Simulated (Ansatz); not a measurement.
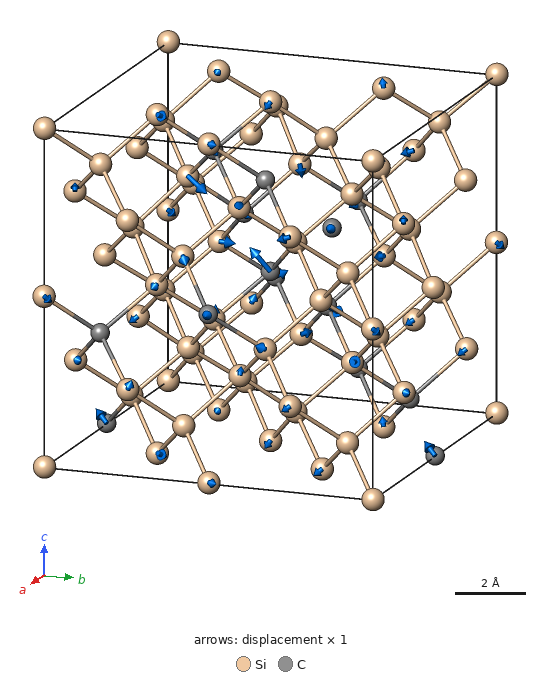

This is a relaxation of a crystal of Si52C12 (a generated structure, set up in P1). The starting structure is drawn; blue arrows show the displacements (the part carried along by the change of the cell is left out), at their true length.

The picture is a ball-and-stick view of the cell of the calculation (origin shifted), seen slightly off an axis.

Theory: DFT, PBEsol, PAW, plane waves (Ansatz). (plane-wave cutoff 420 eV; k-point mesh 1 × 1 × 1; mesh shifted by (0.5, 0.5, 0.5); no spin polarisation; cell relaxed at fixed shape; force threshold 0.03 eV/Å; at most 80 steps)

Describe the change and its energy.

Answer. The atom that moves furthest relative to the cell is a C atom (0.96 Å along [1 −2 3]). By element the largest moves are C 0.96 Å, Si 0.89 Å. The drawn cell changes as follows: a = b = c 10.152 → 10.118 Å (−0.3 %); the volume changes by −1.0 %. Some distances before and after: C–Si 3.656 → 1.933 Å, Si–Si 4.219 → 3.077 Å, Si–Si 2.136 → 3.250 Å, Si–Si 3.563 → 2.834 Å. New bonds form: C–C (2.19 → 1.60 Å), C–C (2.20 → 1.64 Å), C–C (2.22 → 1.57 Å), C–C (2.22 → 1.62 Å). Bonds break: Si–Si (2.14 → 3.25 Å). Among the angles between lasting bonds that change: Si–Si–Si 109.1° → 87.2°, C–Si–C 109.2° → 130.7°, Si–Si–Si 110.9° → 89.5°. The space group stays P1 (No. 1). Over 17 geometry steps the energy falls by 389 meV per atom. Largest force component: 5.5 eV/Å at the start, 0.0089 eV/Å at the end. The pressure goes from 7.02 to 0.00 GPa. The run took about 12 s of wall time on a shared GPU.
